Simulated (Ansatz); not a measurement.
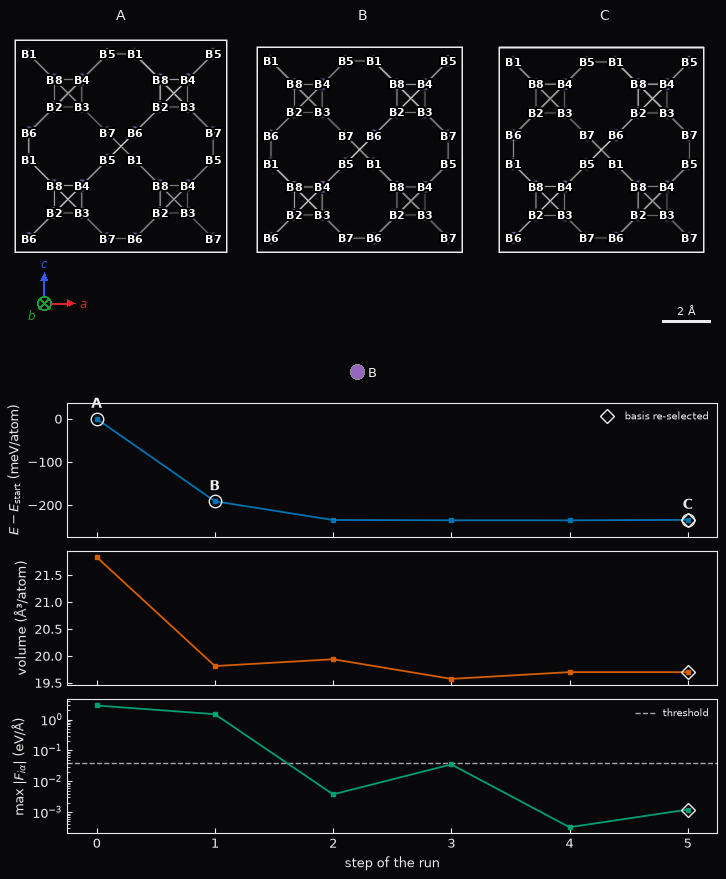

Frames of a relaxation of solid B (a generated structure, set up in Fd-3m) (coarse preliminary run), marked on the history of the run. Style: ball-and-stick. Shown: the conventional cell (4 times the calculation's cell), along the b axis. Lengths and directions refer to the drawn axes.

These are results of DFT PBE, scalar-relativistic, plane waves, PAW in Ansatz, not measurements. Settings: plane-wave cutoff 420 eV; k-point mesh 4 × 4 × 4; occupations gaussian; smearing width 0.1 eV; no spin polarisation; cell and atoms relaxed; force threshold 0.04 eV/Å; at most 70 steps.

Question: Describe the path.

Answer: The largest moves relative to the cell, 0.085 Å, are those of 8 atoms (B1, B2, B3, B4 and others). B8 goes along [−1 1 1]. Cell: a = b = c 8.874 → 8.575 Å (−3.4 %). Volume −9.8 %. Near-neighbour distances that change, for instance: B1–B8 1.857 → 1.624 Å, B1–B5 1.621 → 1.706 Å. The space group stays Fd-3m (No. 227). After 4 accepted moves (5 points after the start) the energy has fallen by 234 meV per atom. The largest force component goes from 2.9 to 0.0012 eV/Å. The pressure goes from 0.35 to −0.07 GPa. At 1 point the geometry stayed and the basis and grid were re-selected for the new cell (energy shift of 1.1 meV per atom at most each time). From step 0 to 1: B atoms move most (0.05 Å), volume −9.3 %, energy −191 meV per atom. From step 1 to 5: B atoms move most (0.03 Å), volume −0.6 %, energy −43.1 meV per atom.

```json
{"step": "0", "E − E(0), meV/atom": "0.00", "largest force component, eV/Å": "2.8677", "pressure, GPa": "0.35", "volume, Å³/atom": "21.836", "note": ""}
{"step": "1", "E − E(0), meV/atom": "-190.70", "largest force component, eV/Å": "1.4954", "pressure, GPa": "1.76", "volume, Å³/atom": "19.814", "note": ""}
{"step": "2", "E − E(0), meV/atom": "-234.09", "largest force component, eV/Å": "0.0038", "pressure, GPa": "-0.80", "volume, Å³/atom": "19.940", "note": ""}
{"step": "3", "E − E(0), meV/atom": "-234.78", "largest force component, eV/Å": "0.0353", "pressure, GPa": "0.41", "volume, Å³/atom": "19.576", "note": ""}
{"step": "4", "E − E(0), meV/atom": "-234.88", "largest force component, eV/Å": "0.0003", "pressure, GPa": "0.01", "volume, Å³/atom": "19.701", "note": ""}
{"step": "5", "E − E(0), meV/atom": "-233.80", "largest force component, eV/Å": "0.0012", "pressure, GPa": "-0.07", "volume, Å³/atom": "19.701", "note": "same geometry, new basis"}
```
